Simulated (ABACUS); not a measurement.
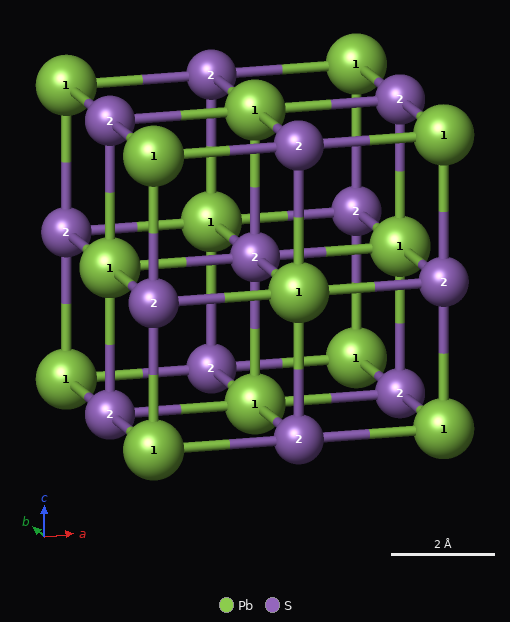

The structure (ball-and-stick view of the cell 4 times as large as that of the calculation, set on its symmetry axes, seen slightly off an axis; atoms are numbered from 1 in the order of the input).

## Band-structure run of PbS (part 1 of 2)

PbS (2 atoms in the cell), computed with Kohn-Sham DFT of a periodic cell, LDA-PW92, GBRV ultrasoft 1.5 LDA, no spin polarisation (ABACUS 3.10.1).

The structure derives from an entry of the Crystallography Open Database.

Input
```
INPUT_PARAMETERS
suffix              PbS
calculation         scf
basis_type          pw
pseudo_dir          ./
symmetry            1
dft_functional      LDA_X+LDA_C_PW
ecutwfc             40
pseudo_rcut         10
nspin               1
nbands              20
ks_solver           dav
smearing_method     fd
smearing_sigma      0.00367493
scf_thr             1e-08
scf_nmax            100
mixing_type         broyden
mixing_beta         0.7
cal_force           1
cal_stress          1
ecutrho             320
out_chg             1
out_pot             2
out_elf             0
kpar                4
```

File STRU
```
ATOMIC_SPECIES
Pb 207.2000 pb_lda_v1.uspp.F.UPF
S 32.0600 s_lda_v1.4.uspp.F.UPF

LATTICE_CONSTANT
1.8897261246

LATTICE_VECTORS
0.0000000000 2.9657500000 2.9657500000
2.9657500000 0.0000000000 2.9657500000
2.9657500000 2.9657500000 0.0000000000

ATOMIC_POSITIONS
Direct

Pb
0.0
1
0.0000000000 0.0000000000 0.0000000000 1 1 1

S
0.0
1
0.5000000000 0.5000000000 0.5000000000 1 1 1
```

File KPT
```
K_POINTS
0
Gamma
6 6 6 0 0 0
```

Launched with:
```bash
OMP_NUM_THREADS=1 mpirun -np 4 abacus > log
```

Output
```
ABACUS v3.10.1

               Atomic-orbital Based Ab-initio Computation at UStc

 ------------------------------------------------------------------------------------

 READING GENERAL INFORMATION
                           global_out_dir = OUT.PbS/
                           global_in_card = INPUT
                               pseudo_dir = ./
                              orbital_dir =
                                    DSIZE = 4
                                    GSIZE = 1

 READING UNITCELL INFORMATION
                                    ntype = 2
                  lattice constant (Bohr) = 1.88973
              lattice constant (Angstrom) = 1

 READING ATOM TYPE 1
                               atom label = Pb
                      L=0, number of zeta = 1
                      L=1, number of zeta = 1
                      L=2, number of zeta = 1
             number of atom for this type = 1

 READING ATOM TYPE 2
                               atom label = S
                      L=0, number of zeta = 1
                      L=1, number of zeta = 1
                      L=2, number of zeta = 1
             number of atom for this type = 1

                        TOTAL ATOM NUMBER = 2
DIRECT COORDINATES
    atom                   x                   y                   z     mag                  vx                  vy                  vz
taud_Pb1            0.0000000000        0.0000000000        0.0000000000  0.0000        0.0000000000        0.0000000000        0.0000000000
taud_S1            0.5000000000        0.5000000000        0.5000000000  0.0000        0.0000000000        0.0000000000        0.0000000000

                          Volume (Bohr^3) = 352.071
                             Volume (A^3) = 52.1715

 Lattice vectors: (Cartesian coordinate: in unit of a_0)
                   +0            +2.96575            +2.96575
             +2.96575                  +0            +2.96575
             +2.96575            +2.96575                  +0
 Reciprocal vectors: (Cartesian coordinate: in unit of 2 pi/a_0)
            -0.168591           +0.168591           +0.168591
            +0.168591           -0.168591           +0.168591
            +0.168591           +0.168591           -0.168591
 The esolver type has been set to : ksdft_pw

                PAO radial cut off (Bohr) = 10

 Read in pseudopotential file is pb_lda_v1.uspp.F.UPF
                     pseudopotential type = US
          exchange-correlation functional = PZ
                 nonlocal core correction = 1
                        valence electrons = 14
                                     lmax = 2
                           number of zeta = 3
                     number of projectors = 6
                           L of projector = 0
                           L of projector = 0
                           L of projector = 1
                           L of projector = 1
                           L of projector = 2
                           L of projector = 2
 XC functional updated to : LDA_X+LDA_C_PW
          exchange-correlation functional = LDA_X+LDA_C_PW
                PAO radial cut off (Bohr) = 10

 Read in pseudopotential file is s_lda_v1.4.uspp.F.UPF
                     pseudopotential type = US
          exchange-correlation functional = PZ
                 nonlocal core correction = 1
                        valence electrons = 6
                                     lmax = 2
                           number of zeta = 2
                     number of projectors = 6
                           L of projector = 0
                           L of projector = 0
                           L of projector = 1
                           L of projector = 1
                           L of projector = 2
                           L of projector = 2
 XC functional updated to : LDA_X+LDA_C_PW
          exchange-correlation functional = LDA_X+LDA_C_PW
     initial pseudo atomic orbital number = 13

 SETUP THE ELECTRONS NUMBER
            electron number of element Pb = 14
      total electron number of element Pb = 14
             electron number of element S = 6
       total electron number of element S = 6
            AUTOSET number of electrons:  = 20
                           occupied bands = 10
                                   NBANDS = 20
                                   NLOCAL = 18

%%%%%%%%%%%%%%%%%%%%%%%%%%%%%%%%%%%%%%%%%%%%%%%%%%%%%%%%%%%%%%%%%%%%%%%%%%%%%%%%%%%%%%%%%%%%%%%%%%%%%%%%%%
 Warning: the number of valence electrons in pseudopotential > 4 for Pb: [Xe] 4f14 5d10 6s2 6p2
 Pseudopotentials with additional electrons can yield (more) accurate outcomes, but may be less efficient.
 If you're confident that your chosen pseudopotential is appropriate, you can safely ignore this warning.
%%%%%%%%%%%%%%%%%%%%%%%%%%%%%%%%%%%%%%%%%%%%%%%%%%%%%%%%%%%%%%%%%%%%%%%%%%%%%%%%%%%%%%%%%%%%%%%%%%%%%%%%%%

 SETUP THE PLANE WAVE BASIS
 energy cutoff for charge/potential (unit:Ry) = 160
            fft grid for charge/potential = [ 32, 32, 32 ]
                        fft grid division = [ 1, 1, 1 ]
        big fft grid for charge/potential = [ 45, 45, 45 ]
                                     nbxx = 91125
                                     nrxx = 32768

 SETUP PLANE WAVES FOR CHARGE/POTENTIAL
                    number of plane waves = 12039
                         number of sticks = 685

 PARALLEL PW FOR CHARGE/POTENTIAL
     PROC   COLUMNS(POT)             PW
        1            685          12039
 --------------- sum -------------------
        1            685          12039
                            number of |g| = 171
                                  max |g| = 14.4105
                                  min |g| = 0

 energy cutoff for dense charge/potential (unit:Ry) = 320
      fft grid for dense charge/potential = [ 45, 45, 45 ]
                                     nrxx = 91125

 SETUP PLANE WAVES FOR dense CHARGE/POTENTIAL
                    number of plane waves = 34015
                         number of sticks = 1393

 PARALLEL PW FOR dense CHARGE/POTENTIAL
     PROC   COLUMNS(POT)             PW
        1           1393          34015
 --------------- sum -------------------
        1           1393          34015
                            number of |g| = 341
                                  max |g| = 28.8778
                                  min |g| = 0

----------- Double Check Mixing Parameters Begin ------------
mixing_type: broyden
mixing_beta: 0.7
mixing_gg0: 1
mixing_gg0_min: 0.1
mixing_ndim: 8
----------- Double Check Mixing Parameters End ------------

 LATTICE VECTORS: (CARTESIAN COORDINATE: IN UNIT OF A0)
                   +0            +2.96575            +2.96575
             +2.96575                  +0            +2.96575
             +2.96575            +2.96575                  +0
                       right hand lattice = 1
                                   NORM_A = 4.1942
                                   NORM_B = 4.1942
                                   NORM_C = 4.1942
                           ALPHA (DEGREE) = 60
                           BETA  (DEGREE) = 60
                           GAMMA (DEGREE) = 60

 The lattice vectors have been changed (STRU_SIMPLE.cif)

(for optimal symmetric configuration:)
                             BRAVAIS TYPE = 3
                     BRAVAIS LATTICE NAME = 03. Cubic F (face-centered)
                                    ibrav = 3
                                    IBRAV = 3
                                  BRAVAIS = FACE CENTERED CUBIC
                       LATTICE CONSTANT A = 5.9315
Original cell was already a primitive cell.
                        ROTATION MATRICES = 48
              PURE POINT GROUP OPERATIONS = 48
                   SPACE GROUP OPERATIONS = 48
                              POINT GROUP = O_h
               POINT GROUP IN SPACE GROUP = O_h

 SETUP K-POINTS
                                    nspin = 1
                   Input type of k points = Monkhorst-Pack(Gamma)
                                   nkstot = 216
                       right hand lattice = 1
(for reciprocal lattice: )
                             BRAVAIS TYPE = 2
                     BRAVAIS LATTICE NAME = 02. Cubic I (body-centered)
                                    ibrav = 2
                       right hand lattice = 1
(for k-lattice: )
                             BRAVAIS TYPE = 2
                     BRAVAIS LATTICE NAME = 02. Cubic I (body-centered)
                                    ibrav = 2
                       right hand lattice = 1
                        ROTATION MATRICES = 48
                               nkstot_ibz = 16
K-POINTS REDUCTION ACCORDING TO SYMMETRY
     IBZ    DIRECT_X    DIRECT_Y    DIRECT_Z  WEIGHT  ibz2bz
       1  0.00000000  0.00000000  0.00000000  0.0046       0
       2  0.16666667  0.16666667  0.16666667  0.0370       1
       3  0.33333333  0.33333333  0.33333333  0.0370       2
       4  0.50000000  0.50000000  0.50000000  0.0185       3
       5  0.16666667  0.16666667  0.00000000  0.0278       7
       6  0.33333333  0.33333333  0.16666667  0.1111       8
       7  0.50000000  0.50000000  0.33333333  0.1111       9
       8  0.50000000  0.33333333  0.33333333  0.1111      10
       9  0.33333333  0.16666667  0.16666667  0.0556      11
      10  0.33333333  0.33333333  0.00000000  0.0278      14
      11  0.50000000  0.50000000  0.16666667  0.1111      15
      12 -0.33333333  0.33333333  0.33333333  0.0556      16
      13  0.50000000  0.50000000  0.00000000  0.0139      21
      14  0.50000000  0.33333333  0.16666667  0.1111      51
      15  0.50000000  0.33333333 -0.33333333  0.1111      52
      16  0.50000000  0.33333333 -0.16666667  0.0556      58

                               nkstot now = 16
[... K-POINTS DIRECT COORDINATES: 16 rows ...]

           k-point number in this process = 4
       minimum distributed K point number = 4
[... stars of the k points ...]

[... K-POINTS CARTESIAN COORDINATES: 4 rows ...]

[... K-POINTS DIRECT COORDINATES: 4 rows ...]

 SETUP PLANE WAVES FOR WAVE FUNCTIONS
     energy cutoff for wavefunc (unit:Ry) = 40
              fft grid for wave functions = [ 32, 32, 32 ]
                    number of plane waves = 1893
                         number of sticks = 199

 PARALLEL PW FOR WAVE FUNCTIONS
     PROC   COLUMNS(POT)             PW
        1            199           1893
 --------------- sum -------------------
        1            199           1893

 SETUP NONLOCAL PSEUDOPOTENTIALS IN PLANE WAVE BASIS
 Pb non-local projectors:
 projector 1 L=0
 projector 2 L=0
 projector 3 L=1
 projector 4 L=1
 projector 5 L=2
 projector 6 L=2
 S non-local projectors:
 projector 1 L=0
 projector 2 L=0
 projector 3 L=1
 projector 4 L=1
 projector 5 L=2
 projector 6 L=2
      TOTAL NUMBER OF NONLOCAL PROJECTORS = 36
```
